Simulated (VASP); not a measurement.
**Run report: NaH, single-point calculation**

- system: NaH (2 atoms in the cell)
- method: DFT, plane waves, PAW, settings varied from a PBE run (VASP 6.6.1)

The structure derives from an entry of the Crystallography Open Database. The geometry comes from this level: r2SCAN (a point of a series of strains).

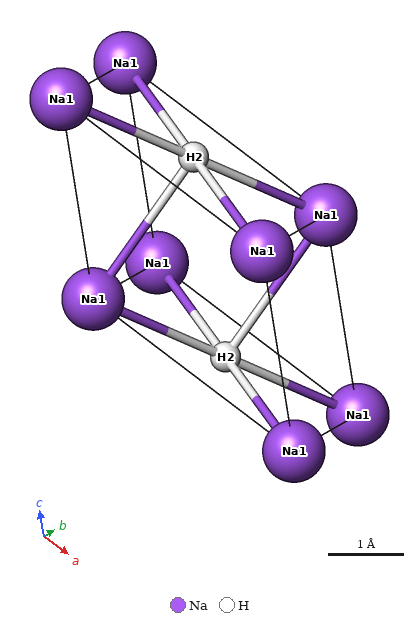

Figure 1. The structure (ball-and-stick view of the reduced cell, seen slightly off an axis; atoms are numbered from 1 in the order of the input). An atom can appear more than once, as a periodic image. Near neighbours in the periodic cell (some may lie outside the picture): Na has 6 H at 2.40 to 2.41 Å; H has 6 Na at 2.40 to 2.41 Å.

Results in brief:

| quantity | value |
| --- | --- |
| outcome | converged |
| space group (tolerance 0.01 Å) | I4/mmm (139) |
| electrons treated | 8 |
| free energy | −5.0884 eV |
| Fermi energy | −0.609 eV |
| band gap | 3.81 eV |
| pressure | 0.35 GPa |
| largest force (length of the vector) | under 0.001 eV/Å |
| hardware | 1 CPU thread, shared host |
| wall time | 11 s |
| peak memory | 0.13 GiB |

Settings chosen away from the usual ones: LASPH = .FALSE.; AMIX = 0.2; BMIX = 0.0001; PREC = Medium; NELM = 75. These settings are looser than, or depart from, a standard set-up, so the numbers are not reference values for this system.

INCAR:
```
ENCUT = 520.000000
SIGMA = 0.020000
EDIFF = 1.00e-07
GGA = PE
IBRION = -1
ISIF = 2
ISMEAR = -1
NBANDS = 11
NSW = 0
LCHARG = .FALSE.
LWAVE = .FALSE.
LREAL = .FALSE.
LASPH = .FALSE.
AMIX = 0.2
BMIX = 0.0001
PREC = Medium
NELM = 75
```

KPOINTS:
```
KPOINTS created by Atomic Simulation Environment
0
Gamma
10 10 10
0 0 0
```

POSCAR:
```
Na H
 1.0000000000000000
     0.0000000000000000    2.3975116422000000    2.3975116422000000
     2.4085401958000001    0.0000000000000000    2.3975116422000000
     2.4085401958000001    2.3975116422000000    0.0000000000000000
 Na  H
   1   1
Cartesian
  0.0000000000000000  0.0000000000000000  0.0000000000000000
  2.4085401958000001  2.3975116422000000  2.3975116422000000
```

Launch command:
```bash
mpirun -np 1 vasp_std
```

OSZICAR:
```
N       E                     dE             d eps       ncg     rms          rms(c)
DAV:   1     0.375212899290E+02    0.37521E+02   -0.45641E+03  2259   0.742E+02
DAV:   2    -0.418329823184E+01   -0.41705E+02   -0.41016E+02  2322   0.197E+02
DAV:   3    -0.550841952969E+01   -0.13251E+01   -0.13232E+01  2716   0.336E+01
DAV:   4    -0.551705797431E+01   -0.86384E-02   -0.86377E-02  2569   0.273E+00
DAV:   5    -0.551713109285E+01   -0.73119E-04   -0.73117E-04  2613   0.258E-01    0.320E+00
DAV:   6    -0.529313401483E+01    0.22400E+00   -0.10863E-01  2678   0.167E+00    0.222E+00
DAV:   7    -0.508424433640E+01    0.20889E+00   -0.65897E-01  2555   0.367E+00    0.357E-01
DAV:   8    -0.508791255105E+01   -0.36682E-02   -0.17350E-02  2520   0.152E+00    0.143E-01
DAV:   9    -0.508844369865E+01   -0.53115E-03   -0.17048E-03  2544   0.280E-01    0.611E-02
DAV:  10    -0.508836546695E+01    0.78232E-04   -0.41288E-04  2814   0.333E-01    0.307E-02
DAV:  11    -0.508837912692E+01   -0.13660E-04   -0.20807E-05  2513   0.213E-02    0.110E-02
DAV:  12    -0.508838424675E+01   -0.51198E-05   -0.83479E-06  2585   0.110E-02    0.133E-03
DAV:  13    -0.508838460139E+01   -0.35464E-06   -0.24122E-07  2554   0.348E-03    0.251E-04
DAV:  14    -0.508838461244E+01   -0.11054E-07   -0.24468E-09  1317   0.318E-04
   1 F= -.50883846E+01 E0= -.50883846E+01  d E =-.108650E-11
```

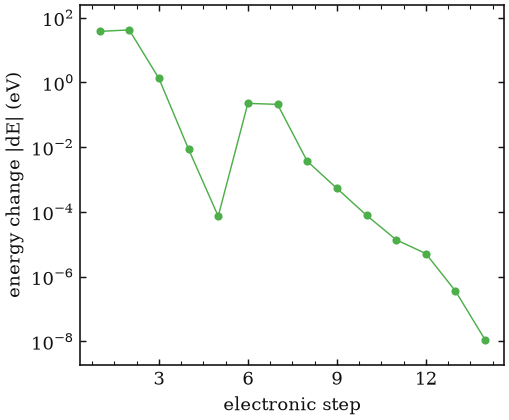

Figure 2. Convergence of the self-consistent field: energy change |dE| against the electronic step. It takes 14 electronic steps. The density is held fixed in the first few steps, and dE rises again when its update begins.

Parts of OUTCAR:
```
k-points           NKPTS =    102   k-points in BZ     NKDIM =    102   number of bands    NBANDS=     11

   NELECT =       8.0000    total number of electrons

   dimension x,y,z NGX =    20 NGY =   20 NGZ =   20
   dimension x,y,z NGXF=    24 NGYF=   24 NGZF=   24

  energy-cutoff  :      520.00
  volume of cell :       27.69
      direct lattice vectors                 reciprocal lattice vectors
     0.000000000  2.397511642  2.397511642    -0.207594626  0.208549561  0.208549561
     2.408540196  0.000000000  2.397511642     0.207594626 -0.208549561  0.208549561
     2.408540196  2.397511642  0.000000000     0.207594626  0.208549561 -0.208549561

 k-points in reciprocal lattice and weights: KPOINTS created by Atomic Simulation Env
   0.00000000  0.00000000  0.00000000       0.001
   0.10000000  0.00000000  0.00000000       0.008
   0.20000000  0.00000000  0.00000000       0.008
   0.30000000 -0.00000000 -0.00000000       0.008
   0.40000000 -0.00000000 -0.00000000       0.008
   0.50000000 -0.00000000 -0.00000000       0.004
   0.10000000  0.10000000  0.00000000       0.004
   0.20000000  0.10000000  0.00000000       0.016
   0.30000000  0.10000000 -0.00000000       0.016
   0.40000000  0.10000000 -0.00000000       0.016
   0.50000000  0.10000000  0.00000000       0.016
  -0.40000000  0.10000000  0.00000000       0.016
  -0.30000000  0.10000000  0.00000000       0.016
  -0.20000000  0.10000000  0.00000000       0.016
  -0.10000000  0.10000000 -0.00000000       0.008
   0.20000000  0.20000000  0.00000000       0.004
   0.30000000  0.20000000 -0.00000000       0.016
   0.40000000  0.20000000 -0.00000000       0.016
   0.50000000  0.20000000  0.00000000       0.016
  -0.40000000  0.20000000  0.00000000       0.016
  -0.30000000  0.20000000  0.00000000       0.016
  -0.20000000  0.20000000 -0.00000000       0.008
   0.30000000  0.30000000  0.00000000       0.004
   0.40000000  0.30000000  0.00000000       0.016
   0.50000000  0.30000000  0.00000000       0.016
  -0.40000000  0.30000000  0.00000000       0.016
  -0.30000000  0.30000000 -0.00000000       0.008
   0.40000000  0.40000000  0.00000000       0.004
   0.50000000  0.40000000  0.00000000       0.016
  -0.40000000  0.40000000  0.00000000       0.008
   0.50000000  0.50000000  0.00000000       0.002
   0.00000000  0.10000000  0.10000000       0.002
   0.20000000  0.10000000  0.10000000       0.004
   0.30000000  0.10000000  0.10000000       0.008
   0.40000000  0.10000000  0.10000000       0.008
   0.50000000  0.10000000  0.10000000       0.008
  -0.40000000  0.10000000  0.10000000       0.008
  -0.30000000  0.10000000  0.10000000       0.008
  -0.20000000  0.10000000  0.10000000       0.008
  -0.10000000  0.10000000  0.10000000       0.008
   0.30000000  0.20000000  0.10000000       0.008
   0.40000000  0.20000000  0.10000000       0.016
   0.50000000  0.20000000  0.10000000       0.016
  -0.40000000  0.20000000  0.10000000       0.016
  -0.30000000  0.20000000  0.10000000       0.016
  -0.20000000  0.20000000  0.10000000       0.016
  -0.10000000  0.20000000  0.10000000       0.008
   0.20000000  0.30000000  0.10000000       0.008
   0.40000000  0.30000000  0.10000000       0.008
   0.50000000  0.30000000  0.10000000       0.016
  -0.40000000  0.30000000  0.10000000       0.016
  -0.30000000  0.30000000  0.10000000       0.016
  -0.20000000  0.30000000  0.10000000       0.008
   0.20000000  0.40000000  0.10000000       0.016
   0.30000000  0.40000000  0.10000000       0.008
   0.50000000  0.40000000  0.10000000       0.008
  -0.40000000  0.40000000  0.10000000       0.016
  -0.30000000  0.40000000  0.10000000       0.008
   0.20000000  0.50000000  0.10000000       0.016
   0.30000000  0.50000000  0.10000000       0.016
   0.40000000  0.50000000  0.10000000       0.008
  -0.40000000  0.50000000  0.10000000       0.004
   0.20000000 -0.40000000  0.10000000       0.008
   0.30000000 -0.40000000  0.10000000       0.016
   0.40000000 -0.40000000  0.10000000       0.016
   0.50000000 -0.40000000  0.10000000       0.004
   0.30000000 -0.30000000  0.10000000       0.016
   0.40000000 -0.30000000  0.10000000       0.008
   0.30000000 -0.20000000  0.10000000       0.008
   0.00000000  0.20000000  0.20000000       0.002
   0.40000000  0.20000000  0.20000000       0.004
   0.50000000  0.20000000  0.20000000       0.008
  -0.40000000  0.20000000  0.20000000       0.008
  -0.30000000  0.20000000  0.20000000       0.008
  -0.20000000  0.20000000  0.20000000       0.008
  -0.10000000  0.20000000  0.20000000       0.008
   0.50000000  0.30000000  0.20000000       0.008
  -0.40000000  0.30000000  0.20000000       0.016
  -0.30000000  0.30000000  0.20000000       0.016
  -0.20000000  0.30000000  0.20000000       0.016
  -0.10000000  0.30000000  0.20000000       0.008
  -0.40000000  0.40000000  0.20000000       0.008
  -0.30000000  0.40000000  0.20000000       0.016
  -0.20000000  0.40000000  0.20000000       0.008
  -0.30000000  0.50000000  0.20000000       0.004
   0.40000000 -0.40000000  0.20000000       0.008
   0.40000000 -0.30000000  0.20000000       0.008
   0.50000000 -0.30000000  0.20000000       0.004
   0.00000000  0.30000000  0.30000000       0.002
  -0.40000000  0.30000000  0.30000000       0.004
  -0.30000000  0.30000000  0.30000000       0.008
  -0.20000000  0.30000000  0.30000000       0.008
  -0.10000000  0.30000000  0.30000000       0.008
  -0.30000000  0.40000000  0.30000000       0.008
  -0.20000000  0.40000000  0.30000000       0.016
  -0.10000000  0.40000000  0.30000000       0.008
  -0.20000000  0.50000000  0.30000000       0.004
   0.00000000  0.40000000  0.40000000       0.002
  -0.20000000  0.40000000  0.40000000       0.004
  -0.10000000  0.40000000  0.40000000       0.008
  -0.10000000  0.50000000  0.40000000       0.004
   0.00000000  0.50000000  0.50000000       0.001

 E-fermi :  -0.6089

 k-point     1 :       0.0000    0.0000    0.0000
  band No.  band energies     occupation
      1     -23.1234      2.00000
      2     -23.1218      2.00000
      3     -23.1216      2.00000
      4      -4.7250      2.00000
      5       9.5302      0.00000
      6      14.6711      0.00000
      7      14.6946      0.00000
      8      14.6952      0.00000
      9      15.5886      0.00000
     10      15.5943      0.00000
     11      15.5945      0.00000

 k-point     2 :       0.1000    0.0000    0.0000
  band No.  band energies     occupation
      1     -23.1320      2.00000
      2     -23.1241      2.00000
      3     -23.1228      2.00000
      4      -4.5499      2.00000
      5       8.9526      0.00000
      6      12.5496      0.00000
      7      14.0590      0.00000
      8      14.0842      0.00000
      9      16.3400      0.00000
     10      16.3440      0.00000
     11      16.4991      0.00000

 k-point     3 :       0.2000    0.0000    0.0000
  band No.  band energies     occupation
      1     -23.1572      2.00000
      2     -23.1272      2.00000
      3     -23.1257      2.00000
      4      -4.0412      2.00000
      5       7.2905      0.00000
      6      11.0274      0.00000
      7      13.3430      0.00000
      8      13.3833      0.00000
      9      16.7795      0.00000
     10      16.8427      0.00000
     11      17.5125      0.00000

 k-point     4 :       0.3000   -0.0000   -0.0000
  band No.  band energies     occupation
      1     -23.1880      2.00000
      2     -23.1310      2.00000
      3     -23.1293      2.00000
      4      -3.2612      2.00000
      5       5.2342      0.00000
      6      10.3033      0.00000
      7      12.8243      0.00000
      8      12.8784      0.00000
      9      16.1877      0.00000
     10      16.2767      0.00000
     11      18.2162      0.00000

 k-point     5 :       0.4000   -0.0000   -0.0000
  band No.  band energies     occupation
      1     -23.2126      2.00000
      2     -23.1341      2.00000
      3     -23.1322      2.00000
      4      -2.3849      2.00000
      5       3.4978      0.00000
      6       9.9603      0.00000
      7      12.5146      0.00000
      8      12.5789      0.00000
      9      15.6643      0.00000
     10      15.7501      0.00000
     11      18.1958      0.00000

 [... the levels of 96 k-points are left out ...]

 k-point   102 :       0.0000    0.5000    0.5000
  band No.  band energies     occupation
      1     -23.2122      2.00000
      2     -23.1551      2.00000
      3     -23.1549      2.00000
      4      -1.2506      2.00000
      5       3.5841      0.00000
      6       9.0802      0.00000
      7       9.7734      0.00000
      8       9.7736      0.00000
      9      10.9206      0.00000
     10      22.9476      0.00000
     11      24.7995      0.00000

  Total        0.0418050      0.0707277      0.0707277      0.0000000      0.0000000      0.0000000
  in kB        2.4189878      4.0925585      4.0925585      0.0000000      0.0000000      0.0000000
  external PRESSURE =       3.5347016 kB  Pullay stress =       0.0000000 kB

 POSITION                                       TOTAL-FORCE (eV/Angst)
 -----------------------------------------------------------------------------------
      0.00000      0.00000      0.00000         0.000000      0.000000      0.000000
      2.40854      2.39751      2.39751         0.000000      0.000000     -0.000000
 -----------------------------------------------------------------------------------
    total drift:                               -0.000000      0.000000      0.000000

  FREE ENERGIE OF THE ION-ELECTRON SYSTEM (eV)
  ---------------------------------------------------
  free  energy   TOTEN  =        -5.0883846124 eV

  energy  without entropy=       -5.0883846124  energy(sigma->0) =       -5.08838461
```
